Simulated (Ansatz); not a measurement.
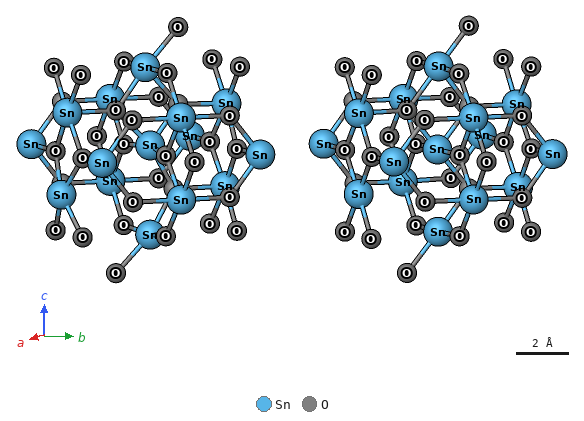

Two geometries of a defect cell of composition Sn$_{24}$O$_{47}$ (cell charge +2), drawn at one scale. One is the start of a relaxation, the other its converged end. Style: ball-and-stick. Shown: the atoms within 5.0 Å of the atom that moves most (axes of the cell of the calculation (origin shifted)), slightly off an axis.

Method: DFT, PBEsol, PAW, plane waves (Ansatz). Settings: plane-wave cutoff 420 eV; k-point mesh 1 × 1 × 1; mesh shifted by (0.25, 0.25, 0.25); no spin polarisation; atoms relaxed in a fixed cell; force threshold 0.03 eV/Å; at most 80 steps.

Which of the two is the end point?

The left one is the relaxed one. A Sn atom moves most: 0.25 Å along [−1 1 1]. By element the largest moves are Sn 0.25 Å, O 0.16 Å. The cell doesn't change. Near-neighbour distances that change, for instance: O–Sn 2.110 → 1.968 Å, O–Sn 2.098 → 2.188 Å, O–Sn 2.099 → 2.013 Å, O–Sn 1.998 → 2.069 Å. Bond angles that change, for instance: Sn–O–Sn 100.6° → 120.4°, O–Sn–O 179.2° → 164.1°, O–Sn–O 178.3° → 164.1°. Over 5 geometry steps the energy falls by 2.270 eV per cell of the calculation. Largest force component: 2.5 eV/Å at the start, 0.027 eV/Å at the end.

Limits of the set-up: the cell is charged, on a uniform background, and energies carry no finite-size correction.
